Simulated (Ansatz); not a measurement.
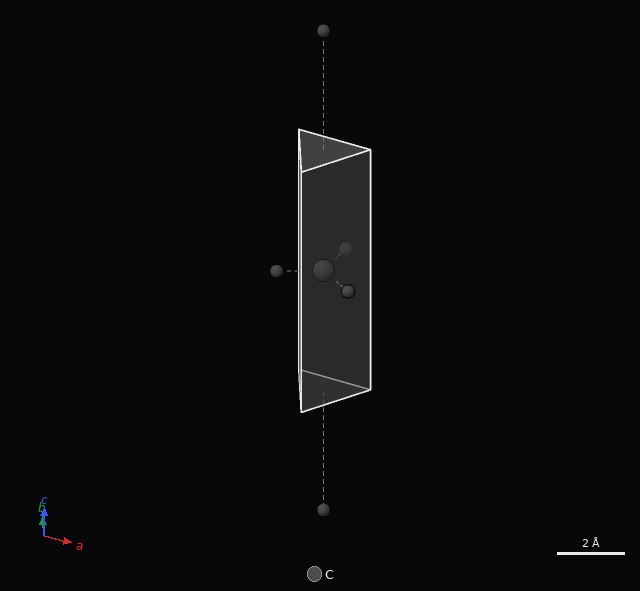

The polyhedron is the computed Voronoi (Dirichlet) cell of the central atom: each face lies in the plane that bisects the line to a neighbour. Central atom: C (2c) in C; faces take the colour of the neighbour behind them. Geometry: the structure of a calculation's input, shown in its standard cell.

C, space group P6/mmm (No. 191), a = 2.456 Å, b = 2.456 Å, c = 8.524 Å, α = 90.00°, β = 90.00°, γ = 120.00°

| site | Wyckoff | x | y | z |
| --- | --- | --- | --- | --- |
| C | 2c | 0.3333 | 0.6667 | 0.0000 |

**Give the Voronoi index ⟨n3,n4,n5,n6,…⟩ (numbers of faces with 3, 4, 5, 6 … edges).**

5 faces, index ⟨2,3,0,0⟩: a trigonal prism.

**Which neighbours share a face with the central atom?**

5 C (100 % of the solid angle).

**What is the volume of this Voronoi cell?**

22.3 Å³, equal to the mean volume per atom.
